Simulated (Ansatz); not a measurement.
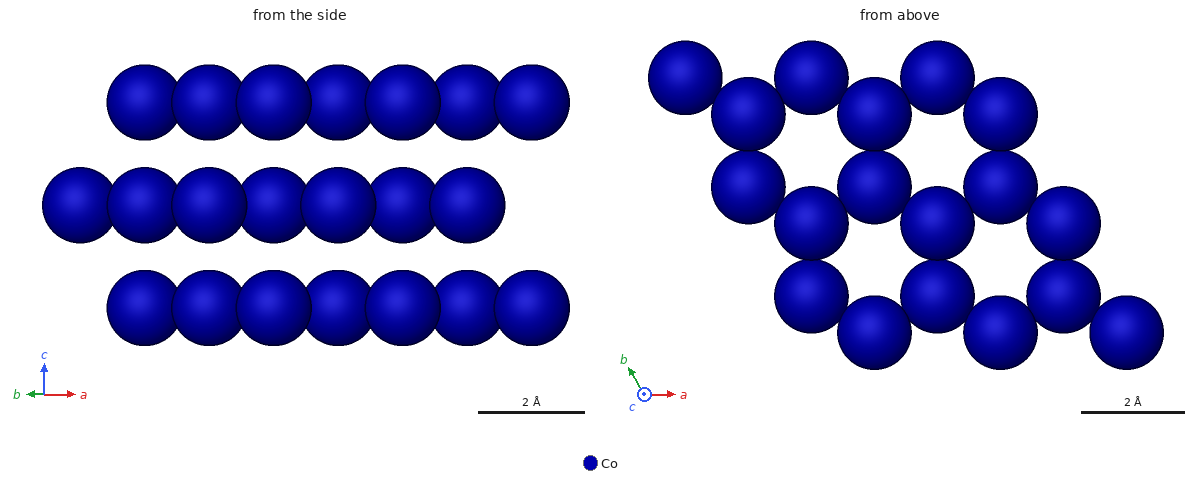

A spheres-only picture of a periodic sheet, seen from the side and from above. The surface normal points up in side views; the vacuum is left out. 3×3 cells are drawn in the plane, with atoms at the edges repeated.

The cell holds 3 Co. The slab was cut from bulk Co (P6_3/mmc).

Q: Estimate the thickness.

A: About 3.9 Å from the lowest to the highest atom.

Q: What is the order of the atomic planes, starting from the top?

A: Three planes: Co / Co / Co.

Q: Along which plane was the crystal cut?

A: (0 0 1).

Level of theory and settings: DFT PBEsol, scalar-relativistic, plane waves, PAW in Ansatz, plane-wave cutoff 420 eV, k-mesh 12×12×1, Gaussian smearing of 0.1 eV, collinear spins.

Q: What work functions does the calculation give?

A: 5.12 eV on both faces.

Provenance: a structure listed in the Materials Project, from which a slab was cut. The atoms were relaxed in a fixed cell with Ansatz 0.2.0, DFT PBEsol, scalar-relativistic, plane waves, PAW, but for one held in place.
